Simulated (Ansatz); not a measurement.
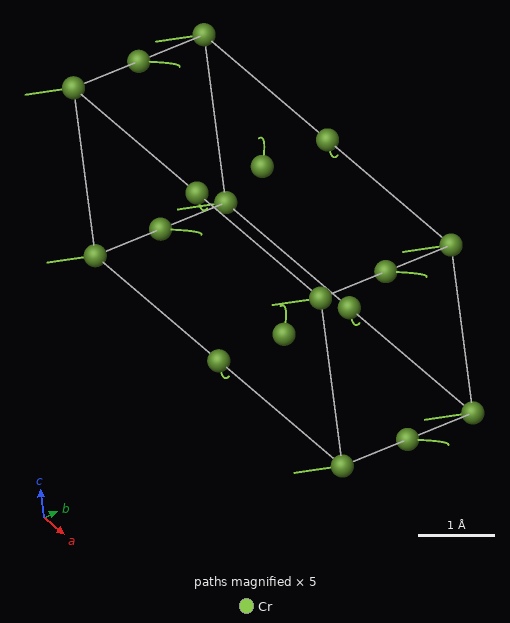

Molecular dynamics of a 4-atom cell of Cr (set up in Im-3m), 45 fs long. Lines trace each atom's path, in the colour of its element; spheres stand at the starting positions. The excursions are magnified 5 times. Seen slightly off an axis in the simulation cell.

These are results of Ansatz, DFT, PBE, PAW with Ansatz's default frozen-core files, scalar-relativistic, not measurements. Run with plane-wave cutoff 420 eV; k-point mesh 5 × 5 × 9; Fermi-Dirac smearing 0.08 eV; spin collinear; constant energy (NVE); velocities drawn for 500 K; time step 3 fs.

Q: Describe the motion.

A: In the second half of the run the atoms are, in the root-mean-square, this far from where they began (common drift taken out): Cr 0.11 Å. The run lasts only 45 fs, too short to tell vibration from diffusion.

The run took 7 min on 2 threads of Intel(R) Xeon(R) Platinum 8259CL CPU @ 2.50GHz (Skylake/Cascade Lake), with other jobs on the host, peak memory 0.92 GiB.
